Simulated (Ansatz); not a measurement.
**Single-point calculation of ZnO**

- system: ZnO (slab, 8 atoms in the cell)
- method: DFT, LDA, dispersion d3bj, plane waves, PAW, no spin polarisation (Ansatz 0.2.0)

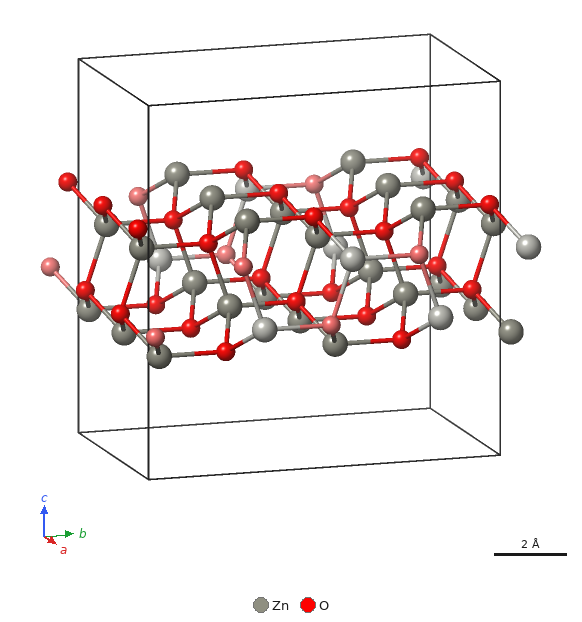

*The structure (ball-and-stick view of the 2 × 2 repeat of the cell, with the vacuum cut short, seen slightly off an axis; neighbours outside the cell are drawn fainter).*

Near neighbours in the crystal (not all of them lie inside the picture): Zn has 3 O at 1.94 to 1.95 Å; O has 3 Zn at 1.94 to 1.95 Å; Zn has 4 O at 1.94 to 1.95 Å; O has 4 Zn at 1.94 to 1.95 Å.

Key numbers:

| quantity | value |
| --- | --- |
| outcome | converged |
| electrons treated | 72 |
| free energy | −15205.9687 eV |
| Fermi energy | −1.405 eV |
| largest force (length of the vector) | 1.919 eV/Å |
| hardware | 3 threads of Arm Neoverse V1, 24 GiB of memory available, shared host |
| wall time | 9.9 s (CPU time 26 s) |
| peak memory | 0.61 GiB |

Settings chosen away from the usual ones: crystal.symmetry = {"detect": false}, kpoints.mp_grid.grid = [6, 4, 1], hamiltonian.dispersion = "d3bj". These settings are looser than, or depart from, a standard set-up, so the numbers are not reference values for this system. Notes on the run: the exchange-correlation potential is rough where the density is thin; the dispersion correction has no parameters fitted for this combination and takes those fitted for PBE.

Input file:
```yaml
crystal:
  lattice:
    - [3.1865540094, 0.0, 0.0]
    - [0.0, 5.1530062734, 0.0]
    - [0.0, 0.0, 19.6795]
  atoms:
    - { symbol: Zn, position: [0.0, 0.060826915, 0.4065139958] }
    - { symbol: O, position: [0.0, 0.439173085, 0.4065139958] }
    - { symbol: Zn, position: [0.5, 0.560826915, 0.4532569982] }
    - { symbol: O, position: [0.5, 0.939173085, 0.4532569982] }
    - { symbol: Zn, position: [0.5, 0.060826915, 0.5467430018] }
    - { symbol: O, position: [0.5, 0.439173085, 0.5467430018] }
    - { symbol: Zn, position: [0.0, 0.560826915, 0.5934860042] }
    - { symbol: O, position: [0.0, 0.939173085, 0.5934860042] }
  symmetry: { detect: false }
kpoints:
  mp_grid: { grid: [6, 4, 1] }
scf:
  occupations: { method: fermi_dirac, width: 0.02 }
hamiltonian:
  xc: lda
  pseudopotentials: { kind: paw }
  dispersion: d3bj
output:
  forces: true
  stress: true
  eigenvalues: true
  populations: true
  write_density: true
  write_potential: true
  elf: true
  volumetric_format: npy
efield:
  axis: 3
  amplitude: 0
  dipole_correction: true
```

Launched with:
```bash
ansatz run input.yaml --threads 3 --pin off --max-ram 8192MiB --backend cpu --events-out ev --progress --plain --runs-dir out
```

What the program printed:
```
Warning: the engine holds no damping parameters fitted to this dispersion correction and functional, so the run takes those fitted to pbe (hamiltonian.dispersion, under Limitations)
Engine: ansatz 0.2.0, aarch64-unknown-linux-gnu
Pseudopotentials: kind: paw
Pseudopotential: Zn, paw, valence charge 12, recommended cutoff 420 eV (normal), Zn.paw.azcp
Pseudopotential: O, paw, valence charge 6, recommended cutoff 420 eV (normal), O.paw.azcp
Functional definition: SPW92
  exchange = slater_x
  correlation = pw_c
Crystal: 8 atoms, lattice volume = 323.144 Å³
Basis set: ecut = 420 eV, 6331 PW (Γ)
Bands: 44, of which v1, the nominal top of the filled ones, is band 36 counted from 1 (35 counted from 0)
Symmetry: 1 space group operations
k-points: 14 of 24 (time reversal used)
Non-local potential: Zn, projectors of the file, l = 0: 2, l = 1: 2, l = 2: 3, l = 3: 1
Non-local potential: O, projectors of the file, l = 0: 2, l = 1: 2, l = 2: 1
PAW form: soft (Blöchl's): semilocal exchange-correlation on the pseudo side does not see the compensation charge
PAW frozen core: Zn, regenerated for the run's functional, and the local potential with it (the file was generated under x = pbe(κ = 0.804, μ = 0.2195149727645171), c = pbe(β = 0.06672455060314922))
PAW frozen core: O, regenerated for the run's functional, and the local potential with it (the file was generated under x = pbe(κ = 0.804, μ = 0.2195149727645171), c = pbe(β = 0.06672455060314922))
PAW one-centre angular grid: Zn, 590 points (default); XC on 64 Gauss nodes
PAW one-centre angular grid: O, 110 points (default); XC on 64 Gauss nodes
Initial density: superposition of atomic densities (neutral atoms: chi_scale 0, normalization atom), corrected by the library's trained network
Initial wavefunctions: pseudopotential atomic-orbital guess
Functional: x = slater, c = lda
SCF iter   1: F=—  HF=-15206.045088 eV  |F-HF|=—  |Δ(HF+E_count)|=         —  Δρ=1.02e-2  dr2=3.16e-1  ethr=1.77e-3  p=0.000 e·Å  D=1.07e-13 V/Å  ΔV_dip=-0.00 eV  dr2_dipole=2.05e-8  V_vac-E_F(+/−)=4.86/4.86 eV  ⟨swp⟩=9.5  Hψ=3120  notcnv=0
efield: sawtooth ramp at fractional position 0.9500 (placed from the atoms, in the widest stretch of the axis that holds none; the zero of the levels goes with the place), width 0.1000; the density the first Hamiltonian is built on has a dipole p = 0.000 e·Å; the dipole correction subtracts the counter field D = 1.07e-13 V/Å, which shifts the + side's vacuum level by -0.00 eV against the − side's; the planar-averaged density in the ramp window peaks in size at 9.2e-6 e/Å³
preconditioner: auto → Resta (q_TF=auto, 2.124 Å⁻¹)  ε∞=3.5  [insulator: Δε(μ)=0.394 eV  Ē_g=11.118 eV  σ=0.020 eV  W_gap=1.00  n_scr=44 (ndim 8)  ℏωp=17.5 eV  f_vac=0.665  D(μ)=0.00/eV (n_scr^D=0)  ε∞_Penn≈3.5  vacuum switching on, ρ_ref=9.0e-3 e/Å³]
SCF iter   2: F=—  HF=-15205.978344 eV  |F-HF|=—  |Δ(HF+E_count)|=   6.67e-2  Δρ=4.41e-3  dr2=3.86e-2  ethr=4.39e-4  p=0.000 e·Å  D=2.08e-5 V/Å  ΔV_dip=-0.00 eV  dr2_dipole=3.22e-8  V_vac-E_F(+/−)=5.14/5.14 eV  ⟨swp⟩=2.4  Hψ=1300  notcnv=0  defer=36
SCF iter   3: F=—  HF=-15205.969158 eV  |F-HF|=—  |Δ(HF+E_count)|=   9.19e-3  Δρ=1.06e-3  dr2=2.93e-3  ethr=5.37e-5  p=0.000 e·Å  D=2.08e-6 V/Å  ΔV_dip=-0.00 eV  dr2_dipole=1.08e-12  V_vac-E_F(+/−)=5.06/5.06 eV  ⟨swp⟩=2.1  Hψ=1137  notcnv=0  defer=36
SCF iter   4: F=—  HF=-15205.968809 eV  |F-HF|=—  |Δ(HF+E_count)|=   3.49e-4  Δρ=6.92e-4  dr2=1.10e-3  ethr=4.06e-6  p=0.000 e·Å  D=1.80e-6 V/Å  ΔV_dip=-0.00 eV  dr2_dipole=8.98e-10  V_vac-E_F(+/−)=5.06/5.06 eV  ⟨swp⟩=3.1  Hψ=1109  notcnv=0  defer=36
SCF iter   5: F=—  HF=-15205.968617 eV  |F-HF|=—  |Δ(HF+E_count)|=   1.92e-4  Δρ=1.01e-4  dr2=1.98e-5  ethr=1.53e-6  p=-0.000 e·Å  D=-1.92e-6 V/Å  ΔV_dip=0.00 eV  dr2_dipole=1.15e-10  V_vac-E_F(+/−)=5.07/5.07 eV  ⟨swp⟩=2.4  Hψ=1103  notcnv=0  defer=36
SCF iter   6: F=—  HF=-15205.968675 eV  |F-HF|=—  |Δ(HF+E_count)|=   5.78e-5  Δρ=5.82e-5  dr2=8.15e-6  ethr=2.75e-8  p=0.000 e·Å  D=1.07e-6 V/Å  ΔV_dip=-0.00 eV  dr2_dipole=7.02e-11  V_vac-E_F(+/−)=5.07/5.07 eV  ⟨swp⟩=2.0  Hψ=1118  notcnv=0  defer=36
SCF iter   7: F=—  HF=-15205.968674 eV  |F-HF|=—  |Δ(HF+E_count)|=   1.61e-6  Δρ=2.10e-5  dr2=1.01e-6  ethr=1.13e-8  p=0.000 e·Å  D=4.61e-7 V/Å  ΔV_dip=-0.00 eV  dr2_dipole=5.91e-12  V_vac-E_F(+/−)=5.07/5.07 eV  ⟨swp⟩=2.0  Hψ=1010  notcnv=0  defer=36
SCF iter   8: F=—  HF=-15205.968673 eV  |F-HF|=—  |Δ(HF+E_count)|=   7.14e-8  Δρ=7.55e-6  dr2=1.42e-7  ethr=1.40e-9  p=-0.000 e·Å  D=-2.24e-7 V/Å  ΔV_dip=0.00 eV  dr2_dipole=2.39e-13  V_vac-E_F(+/−)=5.07/5.07 eV  ⟨swp⟩=2.0  Hψ=1084  notcnv=0  defer=36
SCF iter   9: F=-15205.968673 eV  HF=-15205.968673 eV  |F-HF|=1.81e-9  |Δ(HF+E_count)|=   1.57e-8  Δρ=1.28e-6  dr2=5.43e-9  ethr=1.39e-10  p=-0.000 e·Å  D=-7.11e-8 V/Å  ΔV_dip=0.00 eV  dr2_dipole=1.22e-12  V_vac-E_F(+/−)=5.06/5.06 eV  ⟨swp⟩=18.8  Hψ=5153  notcnv=0
SCF 1 converged in 9 iterations: F = -15205.968673 eV  dr2 = 5.43e-9
  greatest PAW one-centre occupation: 0.989 electrons in one spin orbital (limit 2), on the Zn atom at site 6 (counted from 0), in its partial waves of l = 2
WARN: The output density's exchange-correlation potential varies sharply where the density is thin. Do not read a vacuum level from v_tot or v_xc, or from such a field of the output density. On a cell that repeats whose density bears no net charge and no dipole along the vacuum's axis use v_es (v_loc + v_h of the components); under efield.dipole_correction with no amplitude use v_es + v_field, which holds any external_charges[].barrier, or the levels of the report's work_function block, which leave it out; under a non-zero efield.amplitude the vacuum is tilted and has no level; on a cell that repeats and bears such a dipole with no correction it is tilted too, and efield.dipole_correction with no amplitude gives each side of its ramp a level where efield: is served; in a cell that repeats whose density bears a net charge (total_charge, or a fill off its count) it is curved and has none; of a slab under crystal.periodic whose density bears no net charge use v_es, which has a level on each side, short of where the two are joined; of another it falls or rises all the way out and has none; of a slab beside external_charges read slab_vacuum_level instead, which it has where they leave it neutral. The grid or the basis barely resolves most such structure, and the values can differ between equally converged runs; as a rule a tighter scf.convergence.dr2_threshold does not remove it. Where the density itself ripples (under the LDA too) a higher basis.ecutwfc lessens it. The files hold the spikes' plane waves up to the density's cutoff. Files: v_tot_of_output_density and the like, and their columns of v_z.tsv (output.write_potential); v_xc_of_output_density and the like, and their columns of v_comp_z.tsv (output.write_potential_components). Measured: with its Gaussian average of σ = 0.25 Å subtracted twice, the exchange-correlation potential is over 0.1 eV at 1102 of the grid points where the equally averaged density (valence and model cores) is under 1e-3 e/Å³, and 0.439 eV at the most among them, at an averaged density of 5.4e-5 e/Å³. The input density's (outcome.potential() and, of a run that writes arrays, v_tot and v_xc) is over 0.1 eV, so measured, at 1101 points of its own thin density, 0.438 eV at the most. See output.write_potential in the manual, Limitations
SCF converged after 9 iterations
Free energy (F): -15205.968673 eV
Harris-Foulkes:  -15205.968673 eV  (|F-HF|=1.81e-9)
Internal energy: -15205.968673 eV  (E = F + TS)
E sigma→0 (E₀):  -15205.968673 eV
Entropy (-TS):   -0.000000 eV (-0.000 meV/atom)
Fermi energy:    -1.404597 eV
Dipole field:    D = 0.000001 V/Å  (p = 0.000002 e·Å, saw-weighted, corrected)
Work function:   Φ+ = 5.0648 eV   Φ− = 5.0648 eV
Levels:          The Fermi level and band energies are counted from a zero that moves with the ramp; work functions are not
--- Per-component energies (eV) ---
  E_band       = -536.902056
  E_kinetic    = 1216.053044
  E_local      = -58833.507482  (includes V_loc(G=0)·N_el)
  E_nonlocal   = 2685.099510
  E_hartree    = 28367.566327
  E_xc         = -825.163147
  E_vxc        = -578.321684  (∫ρ·V_xc dr)
  E_paw        = -7626.561089  (= ΣΔE_a)
  E_vpaw       = -1761.355351  (= ΣTr[D̂ρ^β])
  E_aug_tail   = 0.008525  (compensation charges beyond the density's cutoff)
  E_efield     = 0.000000  (sawtooth field / dipole correction)
  E_vefield    = 0.000000  (∫n·V_field dr)
  E_ewald      = 19805.123434
  E_disp       = -1.204047  (pairwise vdW)
  E_core_change = 6.616251  (= ΣΔE_core)
  E_smearing   = -0.000000  (= −TS)
  E_closure    = -0.000000  (closes the sum)
  Σ components = -15205.968673   (vs F -15205.968673, Δ=0.00e0)
--- Forces (eV/Å), atoms counted from 1 ---
  atom   1  Zn     0.00000002     1.30671618     1.40563240
  atom   2  O      0.00000011    -0.72572166     0.39987416
  atom   3  Zn    -0.00000001    -0.50175420    -0.96705759
  atom   4  O      0.00000029    -0.07919557    -1.24634506
  atom   5  Zn    -0.00000001    -0.50175482     0.96705871
  atom   6  O      0.00000021    -0.07919628     1.24634269
  atom   7  Zn     0.00000004     1.30671697    -1.40563160
  atom   8  O      0.00000002    -0.72571989    -0.39987046
  max |Σ_I F_I| component: 9.07e-5 eV/Å
--- Stress (GPa, compression-positive) ---
       -2.080591      -0.000000       0.000000
       -0.000000      -3.509423       0.000000
        0.000000       0.000000      -1.279794
  P = ⅓ Tr σ = -2.2899 GPa (-22.899 kbar)
--- Band table (eV; the first three rows and the last of 14) ---
  k-point 0: bands = ["-20.0342", "-19.6751", "-18.1864", "-18.1052", "-8.5013", "-8.4230", "-8.2437", "-8.2194", "-7.9608", "-7.8997", "-7.4974", "-7.4366", "-7.4205", "-7.3782", "-7.3275", "-7.2173", "-7.0317", "-6.9106", "-6.8837", "-6.7236", "-6.6685", "-6.3343", "-6.2414", "-6.2254", "-6.1307", "-5.8485", "-5.2473", "-4.5475", "-4.0132", "-3.2764", "-2.9387", "-2.6079", "-2.6032", "-2.1737", "-2.0530", "-1.6922", "-1.1170", "0.2107", "2.5592", "3.6267", "3.6555", "4.2056", "4.7400", "5.0165"]
  k-point 1: bands = ["-19.9630", "-19.7032", "-18.1998", "-18.1360", "-8.5619", "-8.5091", "-8.2382", "-8.2199", "-8.0616", "-8.0550", "-7.5890", "-7.5344", "-7.4310", "-7.3881", "-7.3613", "-7.3497", "-6.9712", "-6.9312", "-6.9052", "-6.8052", "-6.6131", "-6.3995", "-6.3208", "-6.2597", "-5.6755", "-5.4959", "-4.7522", "-4.5012", "-3.8079", "-3.2522", "-3.2270", "-2.9439", "-2.4971", "-2.2486", "-2.1138", "-1.8149", "-0.2856", "0.4373", "2.5419", "3.4462", "3.8716", "3.8746", "4.5680", "4.6603"]
  k-point 2: bands = ["-19.8115", "-19.8115", "-18.1902", "-18.1902", "-8.6170", "-8.6170", "-8.2264", "-8.2264", "-8.1576", "-8.1576", "-7.6518", "-7.6518", "-7.4123", "-7.4123", "-7.3957", "-7.3957", "-6.9386", "-6.9386", "-6.8891", "-6.8891", "-6.5075", "-6.5075", "-6.2989", "-6.2989", "-5.3498", "-5.3498", "-4.2184", "-4.2184", "-3.4166", "-3.4166", "-3.3937", "-3.3937", "-2.3731", "-2.3731", "-2.0570", "-2.0569", "0.5838", "0.5838", "2.7151", "2.7151", "3.7714", "3.7714", "5.0268", "5.0268"]
  k-point 13: bands = ["-19.5291", "-19.5291", "-17.9209", "-17.9209", "-8.3423", "-8.3423", "-8.3024", "-8.3024", "-7.7313", "-7.7313", "-7.6528", "-7.6528", "-7.3600", "-7.3600", "-7.1716", "-7.1716", "-7.1344", "-7.1344", "-6.8415", "-6.8415", "-6.2103", "-6.2103", "-6.2036", "-6.2036", "-5.7139", "-5.7139", "-5.6751", "-5.6751", "-3.9626", "-3.9626", "-3.3893", "-3.3893", "-3.3172", "-3.3172", "-2.5600", "-2.5600", "2.2276", "2.2276", "3.8440", "3.8440", "4.6749", "4.6749", "6.6143", "6.6143"]
--- Löwdin populations: 8 sites ---
  site symbol       q [e]
     0     Zn     10.6280
     1      O      7.2058
     2     Zn     10.5682
     3      O      7.2188
     4     Zn     10.5682
     5      O      7.2188
     6     Zn     10.6280
     7      O      7.2058
  spilling = 0.010533 (of n_electrons = 72.000000)
```

File populations.tsv:
```
# site	symbol	l	j	q
# orbitals = lowdin
# n_electrons = 72.000000
# spilling = 0.010533
0	Zn	0_4S	-	0.659129
0	Zn	2_3D	-	9.968830
1	O	0_2S	-	1.882482
1	O	1_2P	-	5.323346
2	Zn	0_4S	-	0.605171
2	Zn	2_3D	-	9.963060
3	O	0_2S	-	1.868911
3	O	1_2P	-	5.349882
4	Zn	0_4S	-	0.605171
4	Zn	2_3D	-	9.963060
5	O	0_2S	-	1.868912
5	O	1_2P	-	5.349883
6	Zn	0_4S	-	0.659129
6	Zn	2_3D	-	9.968830
7	O	0_2S	-	1.882482
7	O	1_2P	-	5.323344
```

File rho_z.tsv:
```
# z_ang	rho[e/angstrom^3]
# format = ansatz-planar-average/11
# lattice	3.186554009	0.000000000	0.000000000
# lattice	0.000000000	5.153006273	0.000000000
# lattice	0.000000000	0.000000000	19.679500000
# sites	8
# site	30	0.000000000	0.313441475	7.999992180
# site	8	0.000000000	2.263061662	7.999992180
# site	30	1.593277005	2.889944611	8.919871096
# site	8	1.593277005	4.839564799	8.919871096
# site	30	1.593277005	0.313441475	10.759628904
# site	8	1.593277005	2.263061662	10.759628904
# site	30	0.000000000	2.889944611	11.679507820
# site	8	0.000000000	4.839564799	11.679507820
0.000000	-6.522864e-6
0.145774	6.591918e-6
0.291548	-6.440116e-6
0.437322	6.426832e-6
0.583096	-6.192011e-6
0.728870	6.097764e-6
0.874644	-5.777007e-6
1.020419	5.615586e-6
1.166193	-5.215414e-6
1.311967	4.979555e-6
1.457741	-4.506285e-6
1.603515	4.221449e-6
1.749289	-3.658602e-6
1.895063	3.345279e-6
2.040837	-2.695337e-6
2.186611	2.392289e-6
2.332385	-1.604225e-6
2.478159	1.382393e-6
2.623933	-3.920773e-7
2.769707	4.284367e-7
2.915481	1.028845e-6
3.061256	-4.097519e-7
3.207030	2.743706e-6
3.352804	-7.446455e-7
3.498578	5.224199e-6
3.644352	-1.403282e-7
3.790126	9.122046e-6
3.935900	2.989316e-6
4.081674	1.678217e-5
4.227448	1.137894e-5
4.373222	3.220712e-5
4.518996	3.258543e-5
4.664770	6.719886e-5
4.810544	8.237282e-5
4.956319	1.449773e-4
5.102093	2.000223e-4
5.247867	3.275321e-4
5.393641	4.748582e-4
5.539415	7.487716e-4
5.685189	1.123667e-3
5.830963	1.752057e-3
5.976737	2.664604e-3
6.122511	4.132830e-3
6.268285	6.377529e-3
6.414059	9.951457e-3
6.559833	1.551908e-2
6.705607	2.443878e-2
6.851381	3.887959e-2
6.997156	6.270798e-2
7.142930	1.029827e-1
7.288704	1.711264e-1
7.434478	2.888712e-1
7.580252	5.053508e-1
7.726026	8.643535e-1
7.871800	1.274896e0
8.017574	1.456981e0
8.163348	1.274572e0
8.309122	9.679419e-1
8.454896	8.280184e-1
8.600670	9.529744e-1
8.746444	1.261036e0
8.892219	1.467055e0
9.037993	1.307462e0
9.183767	8.998701e-1
9.329541	5.365029e-1
9.475315	3.219829e-1
9.621089	2.162943e-1
9.766863	1.717602e-1
9.912637	1.717603e-1
10.058411	2.162943e-1
10.204185	3.219829e-1
10.349959	5.365029e-1
10.495733	8.998701e-1
10.641507	1.307462e0
10.787281	1.467055e0
10.933056	1.261035e0
11.078830	9.529743e-1
11.224604	8.280184e-1
11.370378	9.679419e-1
11.516152	1.274572e0
11.661926	1.456981e0
11.807700	1.274896e0
11.953474	8.643536e-1
12.099248	5.053508e-1
12.245022	2.888712e-1
12.390796	1.711264e-1
12.536570	1.029827e-1
12.682344	6.270797e-2
12.828119	3.887959e-2
12.973893	2.443879e-2
13.119667	1.551908e-2
13.265441	9.951458e-3
13.411215	6.377529e-3
13.556989	4.132830e-3
13.702763	2.664603e-3
13.848537	1.752056e-3
13.994311	1.123666e-3
14.140085	7.487710e-4
14.285859	4.748577e-4
14.431633	3.275316e-4
14.577407	2.000218e-4
14.723181	1.449770e-4
14.868956	8.237250e-5
15.014730	6.719880e-5
15.160504	3.258518e-5
15.306278	3.220714e-5
15.452052	1.137868e-5
15.597826	1.678232e-5
15.743600	2.989050e-6
15.889374	9.122215e-6
16.035148	-1.406258e-7
16.180922	5.224406e-6
16.326696	-7.449418e-7
16.472470	2.743945e-6
16.618244	-4.100438e-7
16.764019	1.029102e-6
16.909793	4.281518e-7
17.055567	-3.918108e-7
17.201341	1.382116e-6
17.347115	-1.603960e-6
17.492889	2.392029e-6
17.638663	-2.695088e-6
17.784437	3.345035e-6
17.930211	-3.658376e-6
18.075985	4.221231e-6
18.221759	-4.506087e-6
18.367533	4.979367e-6
18.513307	-5.215251e-6
18.659081	5.615435e-6
18.804856	-5.776880e-6
18.950630	6.097652e-6
19.096404	-6.191924e-6
19.242178	6.426764e-6
19.387952	-6.440073e-6
19.533726	6.591894e-6
```
